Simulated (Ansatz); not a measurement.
Al (slab)

Input

```
crystal:
  lattice:
    - [2.8221979677, 0.0, 0.0]
    - [-1.4110989839, 2.4440951346, 0.0]
    - [0.0, 0.0, 45.1016928912]
  atoms:
    - { symbol: Al, position: [0.3333333333, 0.6666666667, 0.1662908756] }
    - { symbol: Al, position: [0.0, 0.0, 0.2176307409] }
    - { symbol: Al, position: [0.6666666667, 0.3333333333, 0.2689706062] }
    - { symbol: Al, position: [0.0, 0.0, 0.3203104715] }
    - { symbol: Al, position: [0.3333333333, 0.6666666667, 0.3716503368] }
    - { symbol: Al, position: [0.0, 0.0, 0.4229902021] }
    - { symbol: Al, position: [0.6666666667, 0.3333333333, 0.4743300674] }
    - { symbol: Al, position: [0.0, 0.0, 0.5256699326] }
    - { symbol: Al, position: [0.3333333333, 0.6666666667, 0.5770097979] }
    - { symbol: Al, position: [0.0, 0.0, 0.6283496632] }
    - { symbol: Al, position: [0.6666666667, 0.3333333333, 0.6796895285] }
    - { symbol: Al, position: [0.0, 0.0, 0.7310293938] }
    - { symbol: Al, position: [0.3333333333, 0.6666666667, 0.7823692591] }
    - { symbol: Al, position: [0.0, 0.0, 0.8337091244] }
basis:
  ecutwfc: 500
kpoints:
  mp_grid: { grid: [12, 12, 1] }
hamiltonian:
  xc: r2scan
scf:
  occupations: { method: gaussian, width: 0.1 }
output:
  forces: true
  stress: true
  eigenvalues: true
  write_density: true
  write_potential: true
  elf: true
  volumetric_format: npy
efield:
  axis: 3
  dipole_correction: true
  ramp_width: 0.04
```

Run with:

```sh
ansatz run input.yaml --threads 1 --pin off --max-ram 2560MiB --backend cpu --events-out ev --progress --plain --runs-dir out
```

Changed on purpose from its base cell (repeats removed: -1).

Level of theory: DFT r2SCAN, scalar-relativistic, plane waves, PAW (Ansatz 0.2.0).

Core electrons are frozen (PAW), and the valence fields are smoothed inside the atomic spheres.

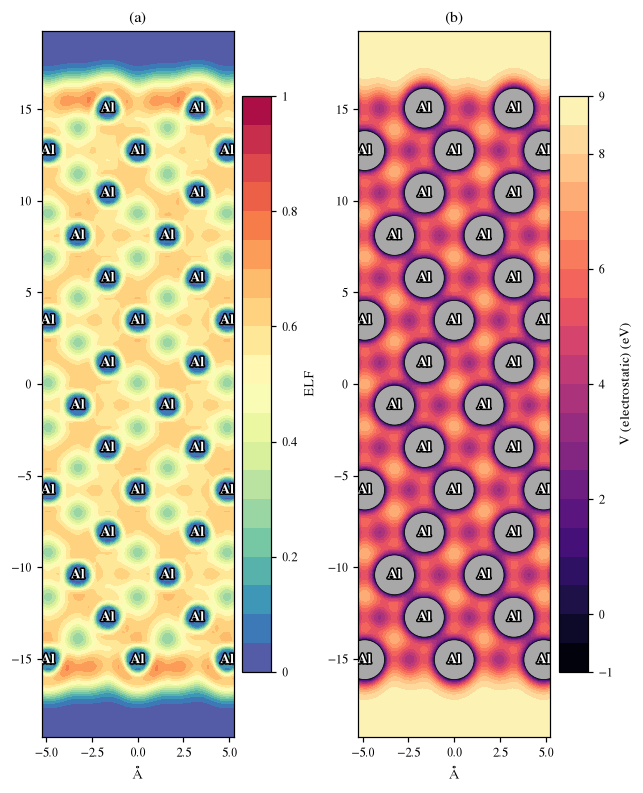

Figure 1. (a) electron localisation function; (b) electrostatic potential (local pseudopotential plus Hartree) felt by an electron on the (110) plane of the calculation cell, a cut from vacuum to vacuum. Grey discs cover the atomic cores in the potential map.

**Read the bonding off the picture.**

The plane passes through Al nuclei. Al–Al (2.83 Å): the ELF peaks at about 0.65 between the atoms. Outside the cores the potential energy rises away from the atoms and is highest in the vacuum; its zero is arbitrary.

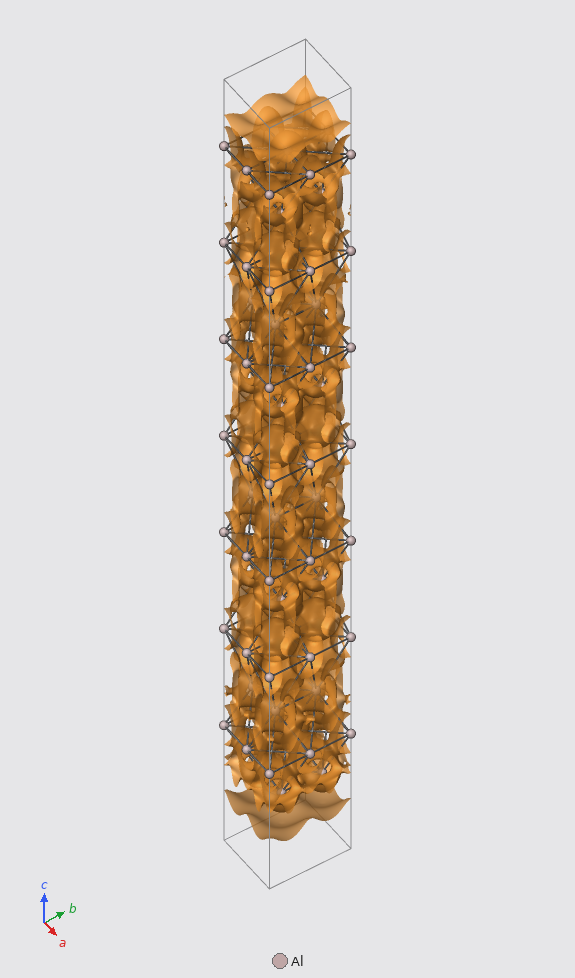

Figure 2. Isosurface of the ELF at 0.55 (orange), seen at an oblique angle. Only the valence region is drawn (cores and ρ < 0.01 e/Å³ removed). Sticks mark near contacts.

**Identify the bonds, lone pairs and shells in this picture.**

The surface consists of sheets that run through the cell in two directions, counted in one cell of 14 atoms. Counts are for one cell; the picture repeats the cell along the surface. There are no localised bonds or lone pairs at this value. Profiles from the grid: Al–Al (2.82 Å): the ELF peaks at about 0.65 between the atoms.

**Metal or insulator at this level of theory?**

It is gapless in this calculation (a metal or semimetal).
